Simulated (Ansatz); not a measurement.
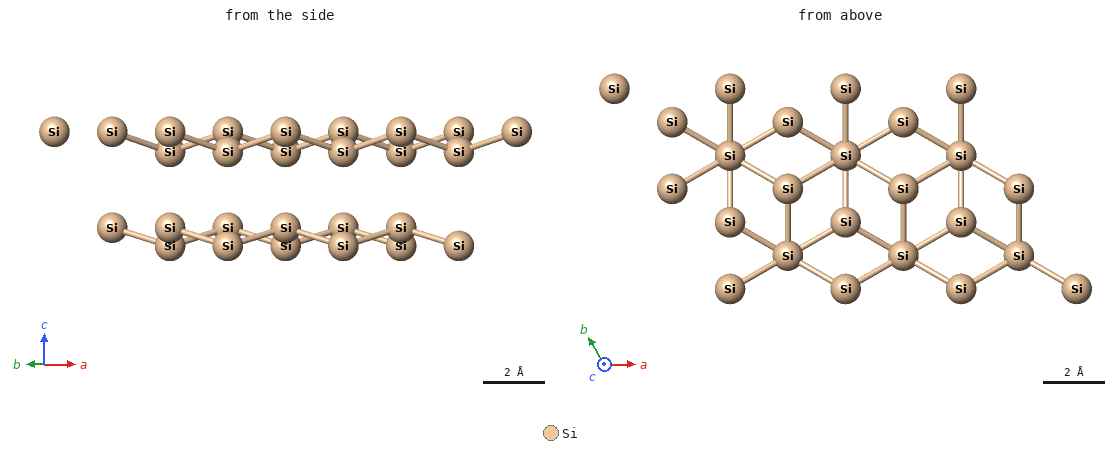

A ball-and-stick picture of a periodic sheet, seen from the side and from above. The surface normal points up in side views; the vacuum is left out. 3×2 cells are drawn in the plane, with atoms at the edges repeated.

The cell holds 4 Si.

> Read the thickness off the scale bar.

About 3.8 Å from the lowest to the highest atom.

> Name the atomic layers in order from the top face down.

Four planes: Si / Si / Si / Si.

> Give the coordination of the atoms.

The coordination shell of Si holds three Si in a trigonal pyramidal arrangement at about 2.3 Å. The bonds build Si layers parallel to the surface.

The model was built from a structure type filled with this element by a generator (whether the element takes this form wasn't checked). The atoms were relaxed in a fixed cell with Ansatz 0.2.0, DFT PBE+D3(BJ), scalar-relativistic, plane waves, PAW.
